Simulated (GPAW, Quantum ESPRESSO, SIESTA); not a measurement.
# Birch–Murnaghan line for zincblende InAs, GPAW plane waves, PBE

Calculated with GPAW 26.7.0: PBE; plane waves, PAW, 650 eV; k-mesh 6×6×6. The volume is changed in steps from typed lattice constants. V0 = 29.509 Å³ an atom is where a Birch–Murnaghan fit to this level's pressures, the withheld one apart, crosses zero; rows within 2.5 % of V0 are left out, since F is ill-conditioned there. The typed cell is scaled evenly, with no relaxation, and each row is a single point.

| volume (Å³/atom) | pressure (GPa) |
| --- | --- |
| 27.275 | ? |
| 27.868 | 3.232 |
| 28.461 | 1.942 |
| 30.833 | -1.942 |
| 31.426 | -2.659 |
| 32.019 | -3.296 |

Task: Fit the third-order Birch–Murnaghan equation to the rows given and extrapolate to the withheld row.

**Working.**

Take the Eulerian strain f = ½[(V0/V)^(2/3) − 1] and the normalised pressure F = P / [3f(1 + 2f)^(5/2)]. The third-order Birch–Murnaghan equation is then the line F = B0 + (3/2)B0(B′ − 4) f, so u = f and v = F.

```
     u = f  v = F (GPa)
 0.0194405      50.3766
 0.0122000      49.9568
-0.0144181      48.3046
-0.0205460      47.9101
-0.0264842      47.5300
```

With n = 5: mean u = -0.00596157, mean v = 48.8156, Σ(u − ū)² = 0.0016805, Σ(u − ū)(v − v̄) = 0.10429. Slope b = 0.10429 / 0.0016805 = 62.058; intercept a = v̄ − b ū = 49.186.

So B0 = 49.19 GPa and B′ = 4 + 2b/(3a) = 4.84. At the withheld volume f = 0.02694, F = 50.86 GPa, and P = 3f(1 + 2f)^(5/2) F.

Prediction at 27.275: 4.687 GPa. The run gave 4.681 GPa, so the fit is high by 0.0060 GPa (0.13 % of the value).

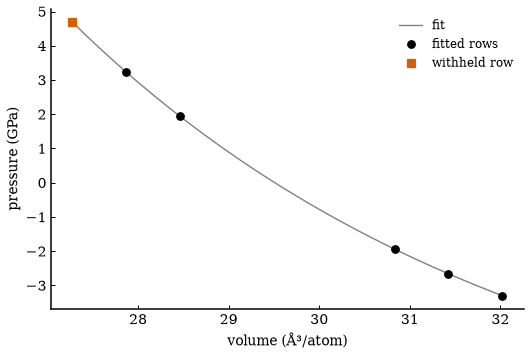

The fit, the rows that it rests on and the withheld row.

A fit to this level's energies over the whole scan gives V0 = 29.513 Å³, B0 = 49.16 GPa and B′ = 4.82. Among the rows given, the largest miss of the fit is at 27.868, by 9.9e-4 GPa (0.012 % of the range of the table).

Limits: The nuclei are static. The DFT runs use Fermi–Dirac occupations of width 0.01 eV, and energies are free energies.

[Logs are printed without paths, hosts, clocks, repeated set-up lines and the standing remarks that a program may print on its own settings, such as how far it seeks lower states.]

[Hosts, paths, dates, database ids (printed as entryN), source tags and the programs' standing remarks are cut or masked in the printed files.]
